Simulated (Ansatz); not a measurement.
Run report: BN, geometry relaxation (part 1 of 2)

System: BN (P6₃/mmc, 4 atoms in the cell).
Method: DFT PBE+D3(BJ), scalar-relativistic, plane waves, PAW, no spin polarisation (Ansatz 0.2.0).

The structure derives from an entry of the Crystallography Open Database. Figures and captions count atoms from 1; the log counts them from 0 in places.

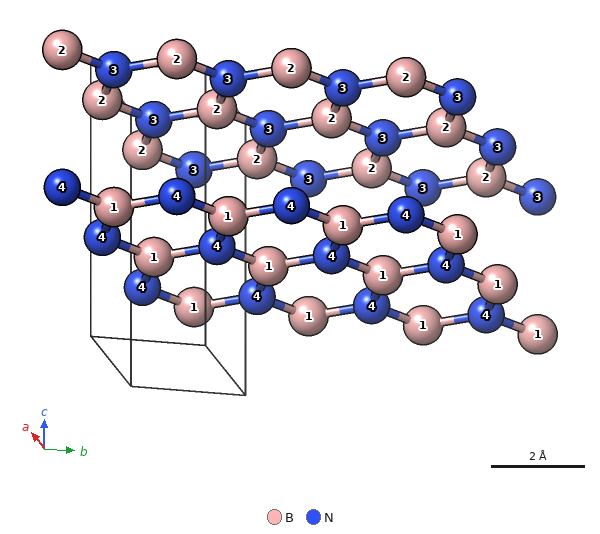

The input geometry (ball-and-stick view of the cell of the calculation, repeated 3 × 4 × 1, seen at an oblique angle; atoms are numbered from 1 in the order of the input). An atom can appear more than once, as a periodic image.

**The input**
```yaml
crystal:
  lattice:
    - [2.5039917043, 0.0, 0.0]
    - [-1.2519958522, 2.1685204268, 0.0]
    - [0.0, 0.0, 6.6612]
  atoms:
    - { symbol: B, position: [0.3333333333, 0.6666666667, 0.25] }
    - { symbol: B, position: [0.6666666667, 0.3333333333, 0.75] }
    - { symbol: "N", position: [0.3333333333, 0.6666666667, 0.75] }
    - { symbol: "N", position: [0.6666666667, 0.3333333333, 0.25] }
basis:
  ecutwfc: 420
kpoints:
  mp_grid: { grid: [12, 12, 4] }
hamiltonian:
  xc: pbe
  dispersion: d3bj
scf:
  occupations: { method: gaussian, width: 0.02 }
output:
  forces: true
  stress: true
  eigenvalues: true
relax:
  adjacent_minimum: "off"
  f_tol: 0.005
  max_steps: 80
  cell: { stress_tol: 0.05 }
```

Hardware: 4 threads of AMD EPYC (Zen 5), 32 GiB of memory available, shared host.

Run as:
```bash
ansatz run input.yaml --threads 4 --pin off --max-ram 10240MiB --backend cpu --events-out ev --progress --plain --runs-dir out
```

**Output**
```
Engine: ansatz 0.2.0, x86_64-unknown-linux-gnu
Pseudopotentials: kind: paw
Pseudopotential: B, paw, valence charge 3, recommended cutoff 420 eV (normal), B.paw.azcp
Pseudopotential: N, paw, valence charge 5, recommended cutoff 420 eV (normal), N.paw.azcp
Functional definition: PBE
  parameter kappa = 0.804
  parameter beta = 0.06672455060314922
  exchange = pbe_x(kappa = kappa, mu = beta*pi^2/3)
  correlation = pbe_c(beta = beta)
Crystal: 4 atoms, lattice volume = 36.170 Å³
Basis set: ecut = 420 eV, 713 PW (Γ), exchange–correlation on 36×36×90 points (8 copies of the dense FFT grid, shifted against one another)
Bands: 12, of which v1, the nominal top of the filled ones, is band 8 counted from 1 (7 counted from 0)
Symmetry: 24 space group operations
Space group: P63/mmc (ITA 194), of the structure as read, at distance tolerance 3.3e-5 Å
k-points: 57 of 576
Non-local potential: B, projectors of the file, l = 0: 2, l = 1: 2, l = 2: 1
Non-local potential: N, projectors of the file, l = 0: 2, l = 1: 2, l = 2: 1
PAW form: soft (Blöchl's): semilocal exchange-correlation on the pseudo side does not see the compensation charge
PAW one-centre angular grid: B, 110 points (default); XC on 64 Gauss nodes
PAW one-centre angular grid: N, 110 points (default); XC on 64 Gauss nodes
Initial density: superposition of atomic densities (neutral atoms: chi_scale 0, normalization atom), corrected by the library's trained network
Initial wavefunctions: pseudopotential atomic-orbital guess
Functional: x = pbe(κ = 0.804, μ = 0.2195149727645171), c = pbe(β = 0.06672455060314922)
SCF iter   1: F=—  HF=-1085.370485 eV  |F-HF|=—  |Δ(HF+E_count)|=         —  Δρ=1.51e-3  dr2=2.20e-4  ethr=1.77e-3  ⟨swp⟩=6.3  Hψ=4293  notcnv=0
preconditioner: auto → none  [insulator: Δε(μ)=4.282 eV  Ē_g=15.830 eV  σ=0.020 eV  W_gap=1.00  n_scr=4 (ndim 8)  ℏωp=24.7 eV  f_vac=0.023  D(μ)=0.00/eV (n_scr^D=0)  ε∞_Penn≈3.4]
SCF iter   2: F=—  HF=-1085.371523 eV  |F-HF|=—  |Δ(HF+E_count)|=   1.04e-3  Δρ=7.51e-4  dr2=4.30e-5  ethr=1.38e-6  ⟨swp⟩=2.2  Hψ=1754  notcnv=0
SCF iter   3: F=—  HF=-1085.371810 eV  |F-HF|=—  |Δ(HF+E_count)|=   2.87e-4  Δρ=3.50e-4  dr2=8.79e-6  ethr=2.68e-7  ⟨swp⟩=2.0  Hψ=1072  notcnv=0
iter 4 did not close the SCF: its close was put off for the readings that it lacked (scf_convergence_deferred on its scf_iter line)
SCF iter   4: F=-1085.371892 eV  HF=-1085.371891 eV  |F-HF|=2.25e-7  |Δ(HF+E_count)|=   8.13e-5  Δρ=1.96e-5  dr2=4.93e-8  ethr=5.50e-8  ⟨swp⟩=2.1  Hψ=1138  notcnv=0
iter 5 did not close the SCF: its close was put off for the readings that it lacked (scf_convergence_deferred on its scf_iter line)
SCF iter   5: F=-1085.371892 eV  HF=-1085.371892 eV  |F-HF|=5.89e-9  |Δ(HF+E_count)|=   2.46e-7  Δρ=4.30e-6  dr2=4.20e-9  ethr=3.08e-10  ⟨swp⟩=2.0  Hψ=1136  notcnv=0
SCF iter   6: F=-1085.371892 eV  HF=-1085.371892 eV  |F-HF|=1.87e-10  |Δ(HF+E_count)|=   7.95e-9  Δρ=5.34e-7  dr2=5.20e-11  ethr=2.62e-11  ⟨swp⟩=1.3  Hψ=2098  notcnv=0
SCF 1 converged in 6 iterations: F = -1085.371892 eV  dr2 = 5.20e-11
  greatest PAW one-centre occupation: 0.797 electrons in one spin orbital (limit 2), on the N atom at site 3 (counted from 0), in its partial waves of l = 0
relax step   1: F+E_penalty+E_count = -1085.37189159 eV  Δ(F+E_penalty+E_count) = +0.000e0 eV  max|allowed force component| = 9.622e-16 eV/Å  Δτ_max = 0.0000 Å  P = +0.639 GPa  Ω = 36.170 Å³  (6 SCF iters, dr2 threshold 1.00e-7 eV, accepted)
Crystal: 4 atoms, lattice volume = 36.062 Å³
Initial density: handed on by an earlier stage of this run
Initial wavefunctions: those handed on with the density
iter 1 solved again at ethr=3.15e-7 eV; its pass at ethr=3.10e-3 eV (dr2=5.04e-5 eV) is discarded
SCF iter   1: F=—  HF=-1085.372668 eV  |F-HF|=—  |Δ(HF+E_count)|=         —  Δρ=3.88e-4  dr2=3.50e-5  ethr=3.15e-7  ⟨swp⟩=2.5  Hψ=5452  notcnv=0
preconditioner: auto → none  [insulator: Δε(μ)=4.279 eV  Ē_g=15.826 eV  σ=0.020 eV  W_gap=1.00  n_scr=4 (ndim 8)  ℏωp=24.7 eV  f_vac=0.019  D(μ)=0.00/eV (n_scr^D=0)  ε∞_Penn≈3.4]
SCF iter   2: F=—  HF=-1085.372675 eV  |F-HF|=—  |Δ(HF+E_count)|=   7.13e-6  Δρ=2.11e-4  dr2=8.31e-6  ethr=2.19e-7  ⟨swp⟩=2.1  Hψ=968  notcnv=0
SCF iter   3: F=—  HF=-1085.372682 eV  |F-HF|=—  |Δ(HF+E_count)|=   7.31e-6  Δρ=9.81e-5  dr2=2.96e-6  ethr=5.20e-8  ⟨swp⟩=2.2  Hψ=1115  notcnv=0
SCF iter   4: F=-1085.372681 eV  HF=-1085.372681 eV  |F-HF|=1.13e-8  |Δ(HF+E_count)|=   7.19e-7  Δρ=1.12e-5  dr2=2.04e-8  ethr=2.50e-9  ⟨swp⟩=3.1  Hψ=2916  notcnv=0
SCF 2 converged in 4 iterations: F = -1085.372681 eV  dr2 = 2.04e-8
relax step   2: F+E_penalty+E_count = -1085.37268124 eV  Δ(F+E_penalty+E_count) = -7.896e-4 eV  max|allowed force component| = 3.701e-16 eV/Å  Δτ_max = 0.0000 Å  P = +0.247 GPa  Ω = 36.062 Å³  energy of the carried Pulay correction = +4.702e-4 eV  (4 SCF iters, dr2 threshold 4.00e-7 eV, accepted)
Crystal: 4 atoms, lattice volume = 36.049 Å³
iter 1 solved again at ethr=2.01e-8 eV; its pass at ethr=3.10e-3 eV (dr2=3.21e-6 eV) is discarded
SCF iter   1: F=—  HF=-1085.372792 eV  |F-HF|=—  |Δ(HF+E_count)|=         —  Δρ=1.74e-4  dr2=5.42e-6  ethr=2.01e-8  ⟨swp⟩=2.6  Hψ=5328  notcnv=0
preconditioner: auto → none  [insulator: Δε(μ)=4.275 eV  Ē_g=15.819 eV  σ=0.020 eV  W_gap=1.00  n_scr=4 (ndim 8)  ℏωp=24.7 eV  f_vac=0.019  D(μ)=0.00/eV (n_scr^D=0)  ε∞_Penn≈3.4]
SCF iter   2: F=—  HF=-1085.372784 eV  |F-HF|=—  |Δ(HF+E_count)|=   7.08e-6  Δρ=7.29e-5  dr2=8.74e-7  ethr=2.01e-8  ⟨swp⟩=2.0  Hψ=1076  notcnv=0
SCF iter   3: F=-1085.372785 eV  HF=-1085.372785 eV  |F-HF|=1.42e-8  |Δ(HF+E_count)|=   3.54e-7  Δρ=3.11e-5  dr2=1.74e-7  ethr=2.36e-9  ⟨swp⟩=5.1  Hψ=3369  notcnv=0
SCF 3 converged in 3 iterations: F = -1085.372785 eV  dr2 = 1.74e-7
relax step   3: F+E_penalty+E_count = -1085.37278483 eV  Δ(F+E_penalty+E_count) = -1.036e-4 eV  max|allowed force component| = 7.425e-16 eV/Å  Δτ_max = 0.0000 Å  P = +0.011 GPa  Ω = 36.049 Å³  energy of the carried Pulay correction = +5.383e-4 eV  (3 SCF iters, dr2 threshold 3.78e-7 eV, accepted)
Initial wavefunctions: pseudopotential atomic-orbital guess (no wavefunctions were taken with the density)
iter 1 solved again at ethr=1.29e-7 eV; its pass at ethr=3.10e-3 eV (dr2=2.06e-5 eV) is discarded
SCF iter   1: F=—  HF=-1085.372186 eV  |F-HF|=—  |Δ(HF+E_count)|=         —  Δρ=5.53e-5  dr2=3.23e-7  ethr=1.29e-7  ⟨swp⟩=3.1  Hψ=6007  notcnv=0
preconditioner: auto → none  [insulator: Δε(μ)=4.276 eV  Ē_g=15.820 eV  σ=0.020 eV  W_gap=1.00  n_scr=4 (ndim 8)  ℏωp=24.7 eV  f_vac=0.019  D(μ)=0.00/eV (n_scr^D=0)  ε∞_Penn≈3.4]
SCF iter   2: F=—  HF=-1085.372179 eV  |F-HF|=—  |Δ(HF+E_count)|=   7.08e-6  Δρ=2.50e-5  dr2=6.30e-8  ethr=2.02e-9  ⟨swp⟩=2.0  Hψ=1073  notcnv=0
SCF iter   3: F=—  HF=-1085.372179 eV  |F-HF|=—  |Δ(HF+E_count)|=   1.15e-7  Δρ=1.16e-5  dr2=1.06e-8  ethr=3.93e-10  ⟨swp⟩=2.5  Hψ=1094  notcnv=0
SCF iter   4: F=—  HF=-1085.372179 eV  |F-HF|=—  |Δ(HF+E_count)|=   3.77e-8  Δρ=8.62e-7  dr2=6.45e-11  ethr=6.65e-11  ⟨swp⟩=2.0  Hψ=1136  notcnv=0
SCF iter   5: F=-1085.372179 eV  HF=-1085.372179 eV  |F-HF|=5.68e-12  |Δ(HF+E_count)|=  2.93e-10  Δρ=1.36e-7  dr2=1.80e-12  ethr=1.00e-12  ⟨swp⟩=4.1  Hψ=2291  notcnv=0
SCF 4 converged in 5 iterations: F = -1085.372179 eV  dr2 = 1.80e-12
relax step   4: F+E_penalty+E_count = -1085.37217895 eV  Δ(F+E_penalty+E_count) = +6.059e-4 eV  max|allowed force component| = 7.945e-16 eV/Å  Δτ_max = 0.0000 Å  P = -0.016 GPa  Ω = 36.049 Å³  stress off target by 5.82e-2 GPa  SCF on the basis re-selected at this cell (its energy is not comparable with the rows above)  (5 SCF iters)
basis re-selected at this cell: Δ(F+E_penalty+E_count) = +6.059e-4 eV, ΔP = -0.026 GPa vs the last step (what re-selecting the basis moved, of the pressure what is left beyond the Pulay correction that the steps carried, after the strain that the cell walked since its last selection, with what the two solves' SCF thresholds leave and, on support functions, any second-order correction that the steps lacked; it is no measure of the basis error at this ecutwfc). This SCF's stress stands 5.82e-2 GPa from its target on what of the cell is left free (relax.cell.stress_tol is 5.00e-2 GPa) and its largest allowed force component is 7.95e-16 eV/Å (relax.f_tol is 5.00e-3 eV/Å): not within both, so this SCF does not close the relaxation
Crystal: 4 atoms, lattice volume = 35.999 Å³
iter 1 solved again at ethr=1.20e-7 eV; its pass at ethr=3.10e-3 eV (dr2=1.92e-5 eV) is discarded
SCF iter   1: F=—  HF=-1085.372404 eV  |F-HF|=—  |Δ(HF+E_count)|=         —  Δρ=1.69e-4  dr2=1.42e-5  ethr=1.20e-7  ⟨swp⟩=2.0  Hψ=5113  notcnv=0
preconditioner: auto → none  [insulator: Δε(μ)=4.275 eV  Ē_g=15.823 eV  σ=0.020 eV  W_gap=1.00  n_scr=4 (ndim 8)  ℏωp=24.8 eV  f_vac=0.019  D(μ)=0.00/eV (n_scr^D=0)  ε∞_Penn≈3.4]
SCF iter   2: F=—  HF=-1085.372396 eV  |F-HF|=—  |Δ(HF+E_count)|=   8.37e-6  Δρ=9.00e-5  dr2=1.97e-6  ethr=8.86e-8  ⟨swp⟩=2.0  Hψ=1036  notcnv=0
SCF iter   3: F=—  HF=-1085.372395 eV  |F-HF|=—  |Δ(HF+E_count)|=   8.99e-7  Δρ=3.21e-5  dr2=3.39e-7  ethr=1.23e-8  ⟨swp⟩=2.6  Hψ=1222  notcnv=0
SCF iter   4: F=—  HF=-1085.372395 eV  |F-HF|=—  |Δ(HF+E_count)|=   1.59e-7  Δρ=7.38e-6  dr2=8.94e-9  ethr=2.12e-9  ⟨swp⟩=2.9  Hψ=1158  notcnv=0
SCF iter   5: F=-1085.372395 eV  HF=-1085.372395 eV  |F-HF|=7.05e-12  |Δ(HF+E_count)|=   1.24e-8  Δρ=5.42e-7  dr2=7.51e-11  ethr=5.30e-11  ⟨swp⟩=4.2  Hψ=2421  notcnv=0
SCF 5 converged in 5 iterations: F = -1085.372395 eV  dr2 = 7.51e-11
relax step   5: F+E_penalty+E_count = -1085.37239528 eV  Δ(F+E_penalty+E_count) = -2.163e-4 eV  max|allowed force component| = 5.528e-16 eV/Å  Δτ_max = 0.0000 Å  P = -0.007 GPa  Ω = 35.999 Å³  energy of the carried Pulay correction = +2.062e-4 eV  (5 SCF iters, dr2 threshold 8.48e-9 eV, accepted)
iter 1 solved again at ethr=1.24e-7 eV; its pass at ethr=3.10e-3 eV (dr2=1.98e-5 eV) is discarded
SCF iter   1: F=—  HF=-1085.372224 eV  |F-HF|=—  |Δ(HF+E_count)|=         —  Δρ=9.69e-6  dr2=5.06e-9  ethr=1.24e-7  ⟨swp⟩=3.2  Hψ=6047  notcnv=0
eigensolver tolerance schedule: the retry pair's looser diagonalisation over-reported the residual by 3910.03 of it (diagonalisation noise at 0.18 of the residual, at the tolerance the schedule requests for it); recorded, not acted on — ethr = c·dr2/N_el stays at c = 1.0e-1
preconditioner: auto → none  [insulator: Δε(μ)=4.274 eV  Ē_g=15.823 eV  σ=0.020 eV  W_gap=1.00  n_scr=4 (ndim 8)  ℏωp=24.8 eV  f_vac=0.019  D(μ)=0.00/eV (n_scr^D=0)  ε∞_Penn≈3.4]
SCF iter   2: F=—  HF=-1085.372215 eV  |F-HF|=—  |Δ(HF+E_count)|=   8.40e-6  Δρ=4.68e-6  dr2=1.42e-9  ethr=3.16e-11  ⟨swp⟩=2.3  Hψ=1213  notcnv=0
SCF iter   3: F=—  HF=-1085.372215 eV  |F-HF|=—  |Δ(HF+E_count)|=   5.25e-9  Δρ=2.20e-6  dr2=2.12e-10  ethr=8.90e-12  ⟨swp⟩=2.0  Hψ=1032  notcnv=0
SCF iter   4: F=-1085.372215 eV  HF=-1085.372215 eV  |F-HF|=7.50e-12  |Δ(HF+E_count)|=   1.67e-9  Δρ=1.89e-7  dr2=5.18e-12  ethr=1.00e-12  ⟨swp⟩=3.0  Hψ=2804  notcnv=0
SCF 6 converged in 4 iterations: F = -1085.372215 eV  dr2 = 5.18e-12
relax step   6: F+E_penalty+E_count = -1085.37221524 eV  Δ(F+E_penalty+E_count) = +1.800e-4 eV  max|allowed force component| = 4.464e-16 eV/Å  Δτ_max = 0.0000 Å  P = -0.010 GPa  Ω = 35.999 Å³  stress off target by 1.74e-2 GPa  SCF on the basis re-selected at this cell (its energy is not comparable with the rows above)  (4 SCF iters)
```
